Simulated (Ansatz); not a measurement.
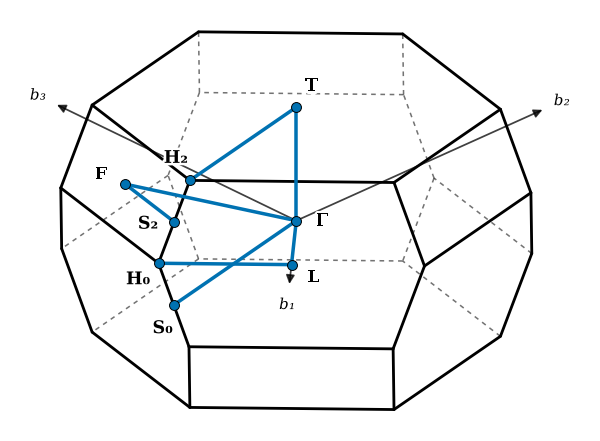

For BN, the input geometry of an electronic-structure calculation (not necessarily at equilibrium): the figure shows the first Brillouin zone with its special points and a band path. All values are computed from the atomic coordinates in the standard setting (tolerance 0.002 Å).

Labels and path follow the convention of Hinuma et al. (2017), as computed by seekpath; the arrows show the directions of the reciprocal primitive vectors b₁, b₂, b₃.

Q: Name the Bravais lattice of the crystal.

A: A rhombohedral lattice (hR; extended symbol hR1). The zone is a truncated octahedron in its combinatorial type: 14 faces (6 with 4 edges, 8 with 6 edges), 36 edges, 24 vertices.

Q: In which order does the conventional band path visit the special points?

A: Γ–T–H₂ | H₀–L–Γ–S₀ | S₂–F–Γ
